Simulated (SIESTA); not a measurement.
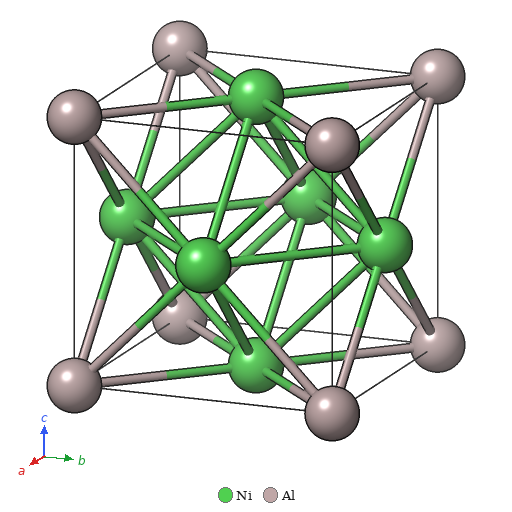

System: AlNi₃, space group Pm-3m (No. 221). The picture shows the conventional cell.

Starting cell:
```cif
data_structure
_symmetry_space_group_name_H-M 'P 1'
_symmetry_Int_Tables_number 1
_cell_length_a 3.5231
_cell_length_b 3.5231
_cell_length_c 3.5231
_cell_angle_alpha 90.000
_cell_angle_beta 90.000
_cell_angle_gamma 90.000
_cell_volume 43.73
loop_
_atom_site_label
_atom_site_type_symbol
_atom_site_fract_x
_atom_site_fract_y
_atom_site_fract_z
_atom_site_occupancy
Ni1 Ni 0.50000 0.50000 0.00000 1
Ni2 Ni 0.50000 0.00000 0.50000 1
Ni3 Ni 0.00000 0.50000 0.50000 1
Al1 Al 0.00000 0.00000 0.00000 1
```

How it was computed, with SIESTA 5.4.2: DFT in numerical atomic orbitals with pseudopotentials, collinear spins; energies at scaled volumes of the given cell, shape and fractions fixed, counted from the fit's minimum, third-order Birch-Murnaghan fit. Level: PBEsol, collinear spin.

| setting | value |
| --- | --- |
| k mesh | 8×8×8 |
| occupations | Fermi–Dirac |
| smearing width | 0.05 eV |
| potentials | PseudoDojo 0.4 standard, converted to PSML, two zetas on semicore shells |
| program settings | basis DZP, mesh cutoff 800 Ry |

Describe the result: the energy, pressure and cell moment against volume. The volume takes the values 10.28, 10.49, 10.71, 10.93, 11.15 Å³/atom.

A third-order Birch–Murnaghan fit gives V0 = 10.83 Å³/atom, B0 = 219 GPa and B′ = 4.2. The energy is 21.46 meV/atom at volume 10.28 Å³/atom and 6.00 meV/atom at 11.15 Å³/atom; the lowest computed point is at volume 10.93 Å³/atom (0.65 meV/atom), and no other minimum shows. The pressure falls from 12.47 GPa at volume 10.28 Å³/atom to −5.53 GPa at 11.15 Å³/atom, and changes sign near 10.83 Å³/atom. The cell moment rises from 0.57 μB at volume 10.28 Å³/atom to 0.66 μB at 11.15 Å³/atom.

| volume (Å³/atom) | energy (meV/atom) | pressure (GPa) | cell moment (μB) |
| --- | --- | --- | --- |
| 10.28 | 21.46 | 12.47 | 0.57 |
| 10.49 | 7.70 | 7.59 | 0.60 |
| 10.71 | 0.85 | 2.48 | 0.62 |
| 10.93 | 0.65 | −2.04 | 0.64 |
| 11.15 | 6.00 | −5.53 | 0.66 |

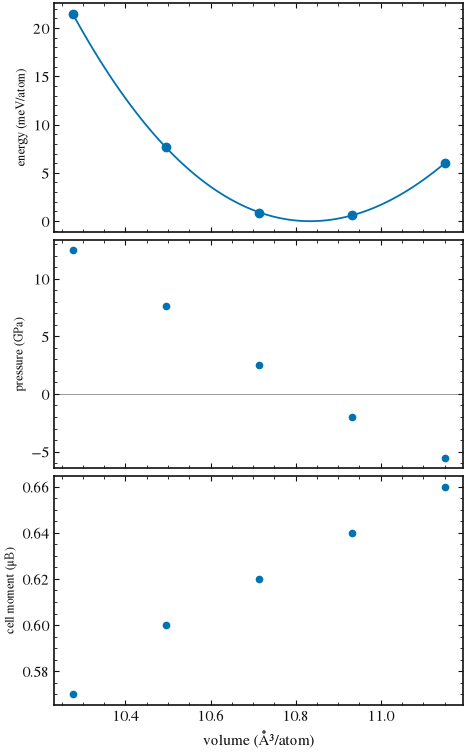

Caveats: mulliken charges of long orbitals; short basis over semicore shells.
